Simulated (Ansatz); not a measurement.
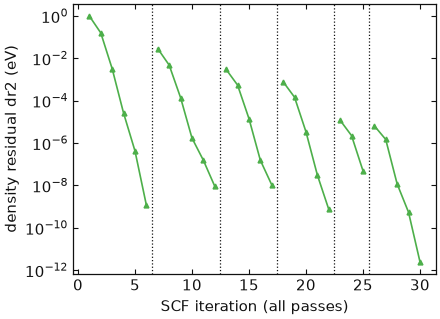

The plot shows the SCF iterations of a calculation: density residual dr2. Each stretch between dotted lines is the SCF of one geometry step of a relaxation. The starting density is a sum of atomic densities corrected by a trained network. Pass 6 re-solves the same geometry on a plane-wave basis chosen afresh for the new cell.

W (1 atom in the cell), run with Ansatz.

```
crystal:
  lattice:
    - [0.0, 2.03, 2.03]
    - [2.03, 0.0, 2.03]
    - [2.03, 2.03, 0.0]
  atoms:
    - { symbol: W, position: [0.0, 0.0, 0.0] }
basis:
  ecutwfc: 420
kpoints:
  mp_grid: { grid: [1, 1, 1] }
hamiltonian:
  xc: pbe
scf:
  occupations: { method: gaussian, width: 0.1 }
  max_iter: 80
output:
  forces: true
  eigenvalues: true
  stress: true
relax:
  adjacent_minimum: "off"
  f_tol: 0.005
  max_steps: 80
  cell: { stress_tol: 0.05 }
```

Command:
```bash
ansatz run input.yaml --threads 4 --pin off --max-ram 2560MiB --backend cpu --events-out ev --progress --plain --runs-dir out
```

How did this run end?

The run converged; it took 30 iterations in all. There are 6 passes, of 6, 6, 5, 5, 3 and 5 iterations. In pass 1, the residual falls at every step. The relaxation met its thresholds.

Is anything amiss with this input?

The input holds a fault (one k-point for a small cell). The SCF closed all the same, which doesn't make the results meaningful for the real system.
